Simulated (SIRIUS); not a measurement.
**A series of single points on Nb**

System: Nb (Im-3m, 1 atom in the cell).
Method: Kohn-Sham DFT of a periodic cell, PBEsol, dojo-sr-pbesol-0.4.1-standard, no spin polarisation (SIRIUS 7.10.0).

The 7 runs differ only in the geometry, by an even scaling of the cell at fixed fractional positions. The structure derives from an entry of the Crystallography Open Database.

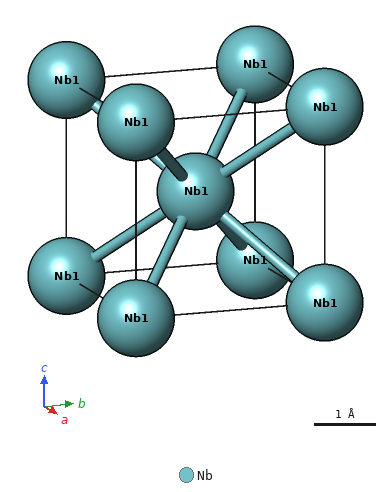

Figure 1. The structure of run 4 (ball-and-stick view of the cell 2 times as large as that of the calculation, set on its symmetry axes, seen slightly off an axis; atoms are numbered from 1 in the order of the input). An atom can appear more than once, as a periodic image.

## Input of run 4
```
{
  "control": {
    "processing_unit": "cpu",
    "verbosity": 2,
    "num_bands_to_print": 13,
    "print_forces": true,
    "print_stress": true
  },
  "parameters": {
    "electronic_structure_method": "pseudopotential",
    "xc_functionals": ["XC_GGA_X_PBE_SOL", "XC_GGA_C_PBE_SOL"],
    "gk_cutoff": 9.1,
    "pw_cutoff": 18.2,
    "ngridk": [11, 11, 11],
    "shiftk": [0, 0, 0],
    "smearing": "fermi_dirac",
    "smearing_width": 0.0018374661,
    "num_bands": 13,
    "num_mag_dims": 0,
    "num_dft_iter": 100,
    "energy_tol": 1e-08,
    "density_tol": 1e-06
  },
  "iterative_solver": {
    "type": "davidson",
    "min_tolerance": 1e-09,
    "tolerance_scale": [0.1, 0.25]
  },
  "mixer": {
    "type": "anderson",
    "beta": 0.7,
    "max_history": 8
  },
  "settings": {
    "tol_ne": 1e-10,
    "pseudo_grid_cutoff": 6.5
  },
  "unit_cell": {
    "lattice_vectors": [
      [-3.144409785071, 3.144409785071, 3.144409785071],
      [3.144409785071, -3.144409785071, 3.144409785071],
      [3.144409785071, 3.144409785071, -3.144409785071]
    ],
    "atom_coordinate_units": "lattice",
    "atom_types": ["Nb"],
    "atom_files": {
      "Nb": "Nb.json"
    },
    "atoms": {
      "Nb": [
        [0.0, 0.0, 0.0]
      ]
    }
  }
}
```

Command:
```bash
upf_to_json Nb.upf
OMP_NUM_THREADS=1 sirius.scf --input=sirius.json --output=out.json --task=0
```

Run 5 has the same physical settings and fractional positions; its lattice vectors (Å) are:
```
  -1.674970    1.674970    1.674970
   1.674970   -1.674970    1.674970
   1.674970    1.674970   -1.674970
```

## Results, with one run withheld

```tsv
run	volume per atom (Å³)	free energy per atom, from the lowest run given (meV)	pressure (GPa)
1	17.322	2.45	2.98
2	17.691	0.00	−0.87
3	18.060	6.06	−4.42
4	18.428	19.95	−7.68
5	18.797	?	?
6	19.165	68.61	−13.36
7	19.534	102.13	−15.81
```

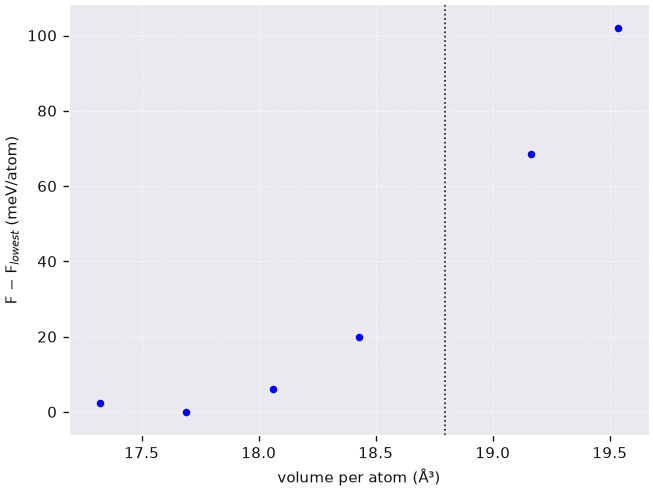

Figure 2. Free energy per atom of the runs given; the dotted line marks run 5.

Fit the runs given and predict run 5.

A cubic polynomial in V^(−2/3) (the Birch–Murnaghan form), fitted to the 6 runs given, misses them by at most 0.03 meV per atom. With x = V^(−2/3) − 0.14380 Å⁻², it reads F = 15.907 − 8220.4 x + 1.0541e+06 x² − 2.1129e+06 x³ (meV per atom). At run 5 it gives 41.05 meV per atom, and the run itself gives 41.01. The slope of the fit gives a pressure −dF/dV of −10.62 GPa there, and the run prints −10.66 GPa. The fit has its minimum at 17.609 Å³ per atom, where V d²F/dV² gives 182 GPa: the bulk modulus at this level, since symmetry fixes the shape and the positions.

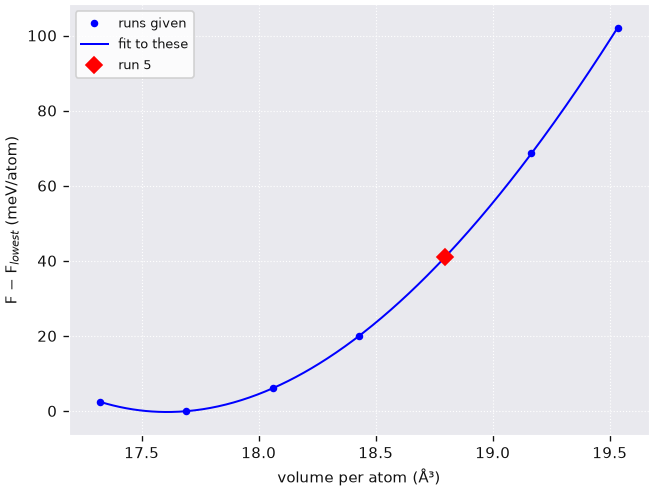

Figure 3. The fit and the withheld run.

## Some lines of the output (run 5)
```
[...]
[find] Free energy (E-TS)             :     -62.25028996 (Ha),    -124.50057992 (Ry)
[find] Efermi                         :       0.62264438
[find] Total energy                   :     -62.24976524 (Ha),    -124.49953048 (Ry)
[find] Free energy (E-TS)             :     -62.25029017 (Ha),    -124.50058033 (Ry)
[find] Efermi                         :       0.62264399
[find] Total energy                   :     -62.24976535 (Ha),    -124.49953069 (Ry)
[find] Free energy (E-TS)             :     -62.25029020 (Ha),    -124.50058040 (Ry)
[find] Efermi                         :       0.62265216
[find] Total energy                   :     -62.24976536 (Ha),    -124.49953072 (Ry)
[find] Free energy (E-TS)             :     -62.25029020 (Ha),    -124.50058041 (Ry)
[find] Efermi                         :       0.62265304
[find] Free energy (E-TS)             :     -62.25029021 (Ha),    -124.50058041 (Ry)
[find] Efermi                         :       0.62265292
[find] Efermi                         :       0.62265306
```
